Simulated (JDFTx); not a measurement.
Run report: I, geometry relaxation (part 2 of 3)

I (Fmmm, 1 atom in the cell); Kohn-Sham DFT of a periodic cell, r2SCAN, SG15-PBE-1.2, no spin polarisation (JDFTx 1.7.0 (patched build)); cutoff 1088.45 eV, 3×3×3 k-mesh, fermi-dirac of 0.05 eV. The structure derives from a Materials Project entry. The settings are looser than a standard set-up, so the numbers are not reference values.

Geometry of the input (Å; fractional positions):
```
0.0000  2.3656  3.9098
2.1922  0.0000  3.9098
2.1922  2.3656  0.0000
I  0.0000  0.0000  0.0000
```

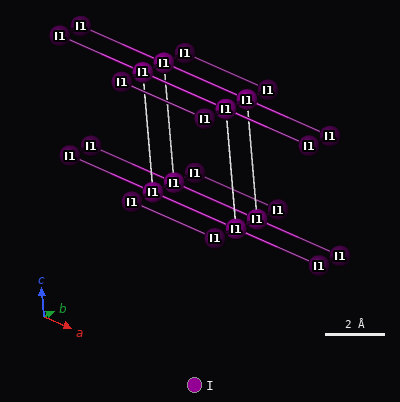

*The geometry at step 4 of the log (ball-and-stick view of the reduced cell, seen slightly off an axis; neighbours outside the cell are drawn fainter; atoms are numbered from 1 in the order of the input).*

### The program's output, continued
```
# Forces in Cartesian coordinates:
force I  -0.000000000000000   0.000000000000000  -0.000000000000000 1

# Energy components:
   Eewald =      -63.2160167083605558
       EH =       26.0538932932819520
     Eloc =      -76.2825555510300717
      Enl =      -18.6806477044906636
      Exc =       -9.4922993262358339
       KE =       42.6277929028415343
-------------------------------------
     Etot =      -98.9898330939936528
       TS =        0.0002545845956827
-------------------------------------
        F =      -98.9900876785893331

LatticeMinimize: Iter:   2  F: -98.990087678589333  |grad|_K:  1.298e-03  alpha:  1.000e+00  linmin:  2.857e-01

-------- Electronic minimization -----------
Will mix electronic and kinetic density at each iteration.
	FillingsUpdate:  mu: +0.310366529  nElectrons: 17.000000
	FillingsUpdate:  mu: +0.299222029  nElectrons: 17.000000
SCF: Cycle:  0   F: -98.989608633428603   dF: -3.347e-03   |Residual|: 1.403e-01   |deigs|: 2.435e-04
	FillingsUpdate:  mu: +0.302094426  nElectrons: 17.000000
SCF: Cycle:  1   F: -98.990035386351636   dF: -4.268e-04   |Residual|: 7.422e-02   |deigs|: 5.235e-03
	FillingsUpdate:  mu: +0.304948450  nElectrons: 17.000000
[... 7 further cycles ...]
SCF: Cycle:  9   F: -98.990132416164798   dF: -2.098e-10   |Residual|: 2.057e-05   |deigs|: 1.830e-06
	FillingsUpdate:  mu: +0.304255330  nElectrons: 17.000000
SCF: Cycle: 10   F: -98.990132416222139   dF: -5.734e-11   |Residual|: 4.990e-06   |deigs|: 1.882e-06
SCF: Converged (|Delta E|<1.000000e-09 for 2 iters).

Setting wave functions to eigenvectors of Hamiltonian
# Lattice vectors:
R =
[            0      4.10527      4.10527  ]
[      4.31037            0      4.31037  ]
[      7.43044      7.43044            0  ]
unit cell volume = 262.967

# Strain tensor in Cartesian coordinates:
[  -0.00904636            0            0  ]
[            0   -0.0357839            0  ]
[            0            0   0.00567245  ]

# Stress tensor in Cartesian coordinates [Eh/a0^3]:
[ -1.22078e-05            0            0  ]
[            0  1.30792e-05            0  ]
[            0            0 -7.38488e-06  ]

# Ionic positions in lattice coordinates:
ion I   0.000000000000000   0.000000000000000   0.000000000000000 1

# Forces in Cartesian coordinates:
force I   0.000000000000000  -0.000000000000000  -0.000000000000000 1

# Energy components:
   Eewald =      -63.0479942176690002
       EH =       26.1547455624009118
     Eloc =      -76.5489188039013300
      Enl =      -18.6817005433617069
      Exc =       -9.4902604900309377
       KE =       42.6242679908867927
-------------------------------------
     Etot =      -98.9898605016752668
       TS =        0.0002719145468717
-------------------------------------
        F =      -98.9901324162221385

LatticeMinimize: Iter:   3  F: -98.990132416222139  |grad|_K:  7.840e-04  alpha:  1.000e+00  linmin: -7.782e-01

-------- Electronic minimization -----------
Will mix electronic and kinetic density at each iteration.
	FillingsUpdate:  mu: +0.304255330  nElectrons: 17.000000
	FillingsUpdate:  mu: +0.300559937  nElectrons: 17.000000
SCF: Cycle:  0   F: -98.989956606857533   dF: -2.184e-03   |Residual|: 5.990e-02   |deigs|: 1.664e-04
	FillingsUpdate:  mu: +0.301789716  nElectrons: 17.000000
SCF: Cycle:  1   F: -98.990130390111091   dF: -1.738e-04   |Residual|: 3.042e-02   |deigs|: 1.502e-03
	FillingsUpdate:  mu: +0.303142714  nElectrons: 17.000000
[... 6 further cycles ...]
SCF: Cycle:  8   F: -98.990156093082973   dF: -5.365e-10   |Residual|: 2.309e-05   |deigs|: 3.116e-06
	FillingsUpdate:  mu: +0.303123570  nElectrons: 17.000000
SCF: Cycle:  9   F: -98.990156093196916   dF: -1.139e-10   |Residual|: 1.092e-05   |deigs|: 1.526e-06
SCF: Converged (|Delta E|<1.000000e-09 for 2 iters).

Setting wave functions to eigenvectors of Hamiltonian
# Lattice vectors:
R =
[            0      4.11915      4.11915  ]
[      4.29483            0      4.29483  ]
[      7.44562      7.44562            0  ]
unit cell volume = 263.442

# Strain tensor in Cartesian coordinates:
[  -0.00569503            0            0  ]
[            0   -0.0392602            0  ]
[            0            0   0.00772756  ]

# Stress tensor in Cartesian coordinates [Eh/a0^3]:
[  -1.0117e-05            0            0  ]
[            0  8.65883e-06            0  ]
[            0            0 -5.63265e-06  ]

# Ionic positions in lattice coordinates:
ion I   0.000000000000000   0.000000000000000   0.000000000000000 1

# Forces in Cartesian coordinates:
force I  -0.000000000000000   0.000000000000000   0.000000000000000 1

# Energy components:
   Eewald =      -62.9834172945711330
       EH =       26.2045370026089728
     Eloc =      -76.6633480981200393
      Enl =      -18.6817075541713997
      Exc =       -9.4902212263705081
       KE =       42.6242880126759829
-------------------------------------
     Etot =      -98.9898691579481067
       TS =        0.0002869352488104
-------------------------------------
        F =      -98.9901560931969158

LatticeMinimize: Iter:   4  F: -98.990156093196916  |grad|_K:  5.867e-04  alpha:  1.000e+00  linmin: -9.949e-01

-------- Electronic minimization -----------
Will mix electronic and kinetic density at each iteration.
	FillingsUpdate:  mu: +0.303123570  nElectrons: 17.000000
	FillingsUpdate:  mu: +0.294182404  nElectrons: 17.000000
SCF: Cycle:  0   F: -98.988808260891815   dF: -1.447e-02   |Residual|: 1.694e-01   |deigs|: 1.020e-03
	FillingsUpdate:  mu: +0.295869066  nElectrons: 17.000000
SCF: Cycle:  1   F: -98.989962829020385   dF: -1.155e-03   |Residual|: 8.720e-02   |deigs|: 5.038e-03
	FillingsUpdate:  mu: +0.299284431  nElectrons: 17.000000
[... 7 further cycles ...]
SCF: Cycle:  9   F: -98.990191170758223   dF: -6.606e-10   |Residual|: 1.100e-05   |deigs|: 6.108e-06
	FillingsUpdate:  mu: +0.299015289  nElectrons: 17.000000
SCF: Cycle: 10   F: -98.990191170851034   dF: -9.281e-11   |Residual|: 7.378e-06   |deigs|: 1.656e-06
SCF: Converged (|Delta E|<1.000000e-09 for 2 iters).

Setting wave functions to eigenvectors of Hamiltonian
# Lattice vectors:
R =
[            0      4.15917      4.15917  ]
[      4.25906            0      4.25906  ]
[      7.48613      7.48613            0  ]
unit cell volume = 265.221

# Strain tensor in Cartesian coordinates:
[   0.00396484            0            0  ]
[            0   -0.0472617            0  ]
[            0            0    0.0132103  ]

# Stress tensor in Cartesian coordinates [Eh/a0^3]:
[ -2.57667e-06            0            0  ]
[            0  5.24995e-06            0  ]
[            0            0 -1.24565e-06  ]

# Ionic positions in lattice coordinates:
ion I   0.000000000000000   0.000000000000000   0.000000000000000 1

# Forces in Cartesian coordinates:
force I  -0.000000000000000   0.000000000000000   0.000000000000000 1

# Energy components:
   Eewald =      -62.7834881259473505
       EH =       26.3501865265579127
     Eloc =      -77.0083088007582148
      Enl =      -18.6820108131517841
      Exc =       -9.4895135969105731
       KE =       42.6232638067887279
-------------------------------------
     Etot =      -98.9898710034212712
       TS =        0.0003201674297601
-------------------------------------
        F =      -98.9901911708510340

LatticeMinimize: Iter:   5  F: -98.990191170851034  |grad|_K:  2.443e-04  alpha:  1.000e+00  linmin: -9.085e-01

-------- Electronic minimization -----------
Will mix electronic and kinetic density at each iteration.
	FillingsUpdate:  mu: +0.299015289  nElectrons: 17.000000
	FillingsUpdate:  mu: +0.300465809  nElectrons: 17.000000
SCF: Cycle:  0   F: -98.989716544052669   dF: -5.057e-03   |Residual|: 8.677e-02   |deigs|: 3.622e-04
	FillingsUpdate:  mu: +0.300107916  nElectrons: 17.000000
SCF: Cycle:  1   F: -98.990138665456996   dF: -4.221e-04   |Residual|: 4.305e-02   |deigs|: 1.537e-03
	FillingsUpdate:  mu: +0.300388211  nElectrons: 17.000000
[... 6 further cycles ...]
SCF: Cycle:  8   F: -98.990196513949954   dF: -4.498e-10   |Residual|: 2.704e-05   |deigs|: 1.483e-06
	FillingsUpdate:  mu: +0.300641999  nElectrons: 17.000000
SCF: Cycle:  9   F: -98.990196514091920   dF: -1.420e-10   |Residual|: 5.089e-06   |deigs|: 8.548e-07
SCF: Converged (|Delta E|<1.000000e-09 for 2 iters).

Setting wave functions to eigenvectors of Hamiltonian
# Lattice vectors:
R =
[            0      4.17421      4.17421  ]
[      4.22894            0      4.22894  ]
[      7.49828      7.49828            0  ]
unit cell volume = 264.727

# Strain tensor in Cartesian coordinates:
[   0.00759579            0            0  ]
[            0   -0.0539989            0  ]
[            0            0    0.0148547  ]

# Stress tensor in Cartesian coordinates [Eh/a0^3]:
[  -9.3102e-06            0            0  ]
[            0 -5.71514e-06            0  ]
[            0            0  4.88761e-09  ]

# Ionic positions in lattice coordinates:
ion I   0.000000000000000   0.000000000000000   0.000000000000000 1

# Forces in Cartesian coordinates:
force I  -0.000000000000000   0.000000000000000   0.000000000000000 1

# Energy components:
   Eewald =      -62.7819307474052053
       EH =       26.3661434762987170
     Eloc =      -77.0271926832287761
      Enl =      -18.6814738750794440
      Exc =       -9.4904986144826822
       KE =       42.6250873359455795
-------------------------------------
     Etot =      -98.9898651079518004
       TS =        0.0003314061401151
-------------------------------------
        F =      -98.9901965140919202

LatticeMinimize: Iter:   6  F: -98.990196514091920  |grad|_K:  4.454e-04  alpha:  1.000e+00  linmin:  7.623e-02

-------- Electronic minimization -----------
Will mix electronic and kinetic density at each iteration.
	FillingsUpdate:  mu: +0.300641999  nElectrons: 17.000000
	FillingsUpdate:  mu: +0.295722099  nElectrons: 17.000000
SCF: Cycle:  0   F: -98.990090606736914   dF: -6.898e-04   |Residual|: 7.400e-02   |deigs|: 4.933e-05
	FillingsUpdate:  mu: +0.296781627  nElectrons: 17.000000
SCF: Cycle:  1   F: -98.990174331390435   dF: -8.372e-05   |Residual|: 3.946e-02   |deigs|: 2.736e-03
	FillingsUpdate:  mu: +0.297680733  nElectrons: 17.000000
[... 6 further cycles ...]
SCF: Cycle:  8   F: -98.990199617093126   dF: -4.981e-10   |Residual|: 6.480e-05   |deigs|: 6.594e-06
	FillingsUpdate:  mu: +0.297279832  nElectrons: 17.000000
SCF: Cycle:  9   F: -98.990199617197305   dF: -1.042e-10   |Residual|: 1.486e-05   |deigs|: 2.675e-06
SCF: Converged (|Delta E|<1.000000e-09 for 2 iters).

Setting wave functions to eigenvectors of Hamiltonian
# Lattice vectors:
R =
[            0      4.18672      4.18672  ]
[      4.23543            0      4.23543  ]
[      7.49863      7.49863            0  ]
unit cell volume = 265.94

# Strain tensor in Cartesian coordinates:
[    0.0106146            0            0  ]
[            0   -0.0525471            0  ]
[            0            0    0.0149025  ]

# Stress tensor in Cartesian coordinates [Eh/a0^3]:
[  1.66648e-06            0            0  ]
[            0  5.08396e-06            0  ]
[            0            0  2.74659e-07  ]

# Ionic positions in lattice coordinates:
ion I   0.000000000000000   0.000000000000000   0.000000000000000 1

# Forces in Cartesian coordinates:
force I   0.000000000000000  -0.000000000000000  -0.000000000000000 1

# Energy components:
   Eewald =      -62.7120733718996561
       EH =       26.3999291488752235
     Eloc =      -77.1290342497820234
      Enl =      -18.6821924173312723
      Exc =       -9.4890962325479489
       KE =       42.6225997287339808
-------------------------------------
     Etot =      -98.9898673939516982
       TS =        0.0003322232456044
-------------------------------------
        F =      -98.9901996171973053

LatticeMinimize: Iter:   7  F: -98.990199617197305  |grad|_K:  2.194e-04  alpha:  1.000e+00  linmin:  7.102e-01

-------- Electronic minimization -----------
Will mix electronic and kinetic density at each iteration.
	FillingsUpdate:  mu: +0.297279832  nElectrons: 17.000000
	FillingsUpdate:  mu: +0.298629516  nElectrons: 17.000000
SCF: Cycle:  0   F: -98.990189198912333   dF: -7.972e-05   |Residual|: 2.164e-02   |deigs|: 5.727e-06
	FillingsUpdate:  mu: +0.298349811  nElectrons: 17.000000
SCF: Cycle:  1   F: -98.990198222315968   dF: -9.023e-06   |Residual|: 1.161e-02   |deigs|: 7.763e-04
	FillingsUpdate:  mu: +0.298118085  nElectrons: 17.000000
[... 5 further cycles ...]
SCF: Cycle:  7   F: -98.990200619776701   dF: -3.688e-10   |Residual|: 1.934e-05   |deigs|: 2.422e-06
	FillingsUpdate:  mu: +0.298220974  nElectrons: 17.000000
SCF: Cycle:  8   F: -98.990200619897806   dF: -1.211e-10   |Residual|: 1.747e-05   |deigs|: 2.134e-06
SCF: Converged (|Delta E|<1.000000e-09 for 2 iters).

Setting wave functions to eigenvectors of Hamiltonian
# Lattice vectors:
R =
[            0       4.1859       4.1859  ]
[      4.23081            0      4.23081  ]
[      7.49854      7.49854            0  ]
unit cell volume = 265.595

# Strain tensor in Cartesian coordinates:
[    0.0104184            0            0  ]
[            0   -0.0535805            0  ]
[            0            0     0.014889  ]

# Stress tensor in Cartesian coordinates [Eh/a0^3]:
[ -1.24186e-06            0            0  ]
[            0  1.84278e-06            0  ]
[            0            0   3.1681e-07  ]

# Ionic positions in lattice coordinates:
ion I   0.000000000000000   0.000000000000000   0.000000000000000 1

# Forces in Cartesian coordinates:
force I   0.000000000000000  -0.000000000000000  -0.000000000000000 1

# Energy components:
   Eewald =      -62.7318272964111401
       EH =       26.3904115004366773
     Eloc =      -77.1002843522420562
      Enl =      -18.6819924805991313
      Exc =       -9.4894945929971382
       KE =       42.6233192582567852
-------------------------------------
     Etot =      -98.9898679635559944
       TS =        0.0003326563418104
-------------------------------------
        F =      -98.9902006198978057

LatticeMinimize: Iter:   8  F: -98.990200619897806  |grad|_K:  9.183e-05  alpha:  1.000e+00  linmin: -7.130e-01

-------- Electronic minimization -----------
Will mix electronic and kinetic density at each iteration.
	FillingsUpdate:  mu: +0.298220974  nElectrons: 17.000000
	FillingsUpdate:  mu: +0.298351407  nElectrons: 17.000000
SCF: Cycle:  0   F: -98.990197878625906   dF: -2.731e-05   |Residual|: 6.470e-03   |deigs|: 1.975e-06
	FillingsUpdate:  mu: +0.298324822  nElectrons: 17.000000
SCF: Cycle:  1   F: -98.990200609604145   dF: -2.731e-06   |Residual|: 3.153e-03   |deigs|: 1.164e-04
	FillingsUpdate:  mu: +0.298304674  nElectrons: 17.000000
[... 3 further cycles ...]
SCF: Cycle:  5   F: -98.990200960531880   dF: -5.103e-10   |Residual|: 1.936e-05   |deigs|: 2.104e-06
	FillingsUpdate:  mu: +0.298306152  nElectrons: 17.000000
SCF: Cycle:  6   F: -98.990200960626112   dF: -9.423e-11   |Residual|: 1.093e-05   |deigs|: 4.917e-07
SCF: Converged (|Delta E|<1.000000e-09 for 2 iters).

Setting wave functions to eigenvectors of Hamiltonian
# Lattice vectors:
R =
[            0      4.18745      4.18745  ]
[       4.2288            0       4.2288  ]
[      7.49833      7.49833            0  ]
unit cell volume = 265.559

# Strain tensor in Cartesian coordinates:
[    0.0107913            0            0  ]
[            0   -0.0540316            0  ]
[            0            0    0.0148609  ]

# Stress tensor in Cartesian coordinates [Eh/a0^3]:
[ -1.43599e-06            0            0  ]
[            0   1.4097e-06            0  ]
[            0            0  2.66844e-07  ]

# Ionic positions in lattice coordinates:
ion I   0.000000000000000   0.000000000000000   0.000000000000000 1

# Forces in Cartesian coordinates:
force I  -0.000000000000000   0.000000000000000  -0.000000000000000 1

# Energy components:
   Eewald =      -62.7342983219414094
       EH =       26.3889911365353313
     Eloc =      -77.0964301538119088
      Enl =      -18.6819751191641892
      Exc =       -9.4895267110880912
       KE =       42.6233712023049804
-------------------------------------
     Etot =      -98.9898679671652815
       TS =        0.0003329934608344
-------------------------------------
        F =      -98.9902009606261117

LatticeMinimize: Iter:   9  F: -98.990200960626112  |grad|_K:  8.303e-05  alpha:  1.000e+00  linmin: -9.872e-01

-------- Electronic minimization -----------
Will mix electronic and kinetic density at each iteration.
	FillingsUpdate:  mu: +0.298306152  nElectrons: 17.000000
	FillingsUpdate:  mu: +0.298382317  nElectrons: 17.000000
SCF: Cycle:  0   F: -98.990186659258555   dF: -1.363e-04   |Residual|: 1.376e-02   |deigs|: 9.697e-06
	FillingsUpdate:  mu: +0.298341835  nElectrons: 17.000000
SCF: Cycle:  1   F: -98.990199949146245   dF: -1.329e-05   |Residual|: 6.621e-03   |deigs|: 1.864e-04
	FillingsUpdate:  mu: +0.298304278  nElectrons: 17.000000
[... 4 further cycles ...]
SCF: Cycle:  6   F: -98.990201618600750   dF: -4.101e-10   |Residual|: 1.243e-05   |deigs|: 7.980e-07
	FillingsUpdate:  mu: +0.298285677  nElectrons: 17.000000
SCF: Cycle:  7   F: -98.990201618703225   dF: -1.025e-10   |Residual|: 4.617e-06   |deigs|: 6.058e-07
SCF: Converged (|Delta E|<1.000000e-09 for 2 iters).

Setting wave functions to eigenvectors of Hamiltonian
# Lattice vectors:
R =
[            0      4.19163      4.19163  ]
[      4.22505            0      4.22505  ]
[      7.49718      7.49718            0  ]
unit cell volume = 265.548

# Strain tensor in Cartesian coordinates:
[    0.0117996            0            0  ]
[            0   -0.0548707            0  ]
[            0            0    0.0147063  ]

# Stress tensor in Cartesian coordinates [Eh/a0^3]:
[ -9.53218e-07            0            0  ]
[            0  1.36935e-06            0  ]
[            0            0  2.67646e-07  ]

# Ionic positions in lattice coordinates:
ion I   0.000000000000000   0.000000000000000   0.000000000000000 1

# Forces in Cartesian coordinates:
force I   0.000000000000000   0.000000000000000  -0.000000000000000 1

# Energy components:
   Eewald =      -62.7374956203519929
       EH =       26.3861330871016690
     Eloc =      -77.0903404012975955
      Enl =      -18.6819931477297132
      Exc =       -9.4894996062117070
       KE =       42.6233275443346713
-------------------------------------
     Etot =      -98.9898681441546557
       TS =        0.0003334745485658
-------------------------------------
        F =      -98.9902016187032245

LatticeMinimize: Iter:  10  F: -98.990201618703225  |grad|_K:  6.911e-05  alpha:  1.000e+00  linmin: -9.718e-01
LatticeMinimize: Converged (|Delta F|<1.000000e-06 for 2 iters).

Dumping 'run.eigStats' ...
	eMin: -1.387570 at state 6 ( [ +0.333333 +0.333333 +0.000000 ] spin 0 )
	HOMO: +0.294317 at state 6 ( [ +0.333333 +0.333333 +0.000000 ] spin 0 )
	mu  : +0.298286
	LUMO: +0.298416 at state 0 ( [ +0.000000 +0.000000 +0.000000 ] spin 0 )
	eMax: +0.857409 at state 2 ( [ +0.000000 +0.333333 +0.333333 ] spin 0 )
	HOMO-LUMO gap: +0.004098
	Optical gap  : +0.127556 at state 0 ( [ +0.000000 +0.000000 +0.000000 ] spin 0 )
Done!
```

### Trajectory as extended XYZ (Å, eV, eV/Å), 11 frames, from step=0 to step=10
```
1
Lattice="0.0000 2.3656 3.9098 2.1922 0.0000 3.9098 2.1922 2.3656 0.0000" Properties=species:S:1:pos:R:3:forces:R:3 step=0 energy=-2693.63703
I     0.0000    0.0000    0.0000    0.0000   0.0000   0.0000
1
Lattice="0.0000 2.3519 3.9118 2.1860 0.0000 3.9118 2.1860 2.3519 0.0000" Properties=species:S:1:pos:R:3:forces:R:3 step=1 energy=-2693.64339
I     0.0000    0.0000    0.0000    0.0000   0.0000   0.0000
1
Lattice="0.0000 2.2826 3.9235 2.1575 0.0000 3.9235 2.1575 2.2826 0.0000" Properties=species:S:1:pos:R:3:forces:R:3 step=2 energy=-2693.65751
I     0.0000    0.0000    0.0000    0.0000   0.0000   0.0000
1
Lattice="0.0000 2.2809 3.9320 2.1724 0.0000 3.9320 2.1724 2.2809 0.0000" Properties=species:S:1:pos:R:3:forces:R:3 step=3 energy=-2693.65873
I     0.0000    0.0000    0.0000    0.0000   0.0000   0.0000
1
Lattice="0.0000 2.2727 3.9401 2.1798 0.0000 3.9401 2.1798 2.2727 0.0000" Properties=species:S:1:pos:R:3:forces:R:3 step=4 energy=-2693.65937
I     0.0000    0.0000    0.0000    0.0000   0.0000   0.0000
1
Lattice="0.0000 2.2538 3.9615 2.2009 0.0000 3.9615 2.2009 2.2538 0.0000" Properties=species:S:1:pos:R:3:forces:R:3 step=5 energy=-2693.66033
I     0.0000    0.0000    0.0000    0.0000   0.0000   0.0000
1
Lattice="0.0000 2.2379 3.9679 2.2089 0.0000 3.9679 2.2089 2.2379 0.0000" Properties=species:S:1:pos:R:3:forces:R:3 step=6 energy=-2693.66047
I     0.0000    0.0000    0.0000    0.0000   0.0000   0.0000
1
Lattice="0.0000 2.2413 3.9681 2.2155 0.0000 3.9681 2.2155 2.2413 0.0000" Properties=species:S:1:pos:R:3:forces:R:3 step=7 energy=-2693.66056
I     0.0000    0.0000    0.0000    0.0000   0.0000   0.0000
1
Lattice="0.0000 2.2388 3.9681 2.2151 0.0000 3.9681 2.2151 2.2388 0.0000" Properties=species:S:1:pos:R:3:forces:R:3 step=8 energy=-2693.66058
I     0.0000    0.0000    0.0000    0.0000   0.0000   0.0000
```
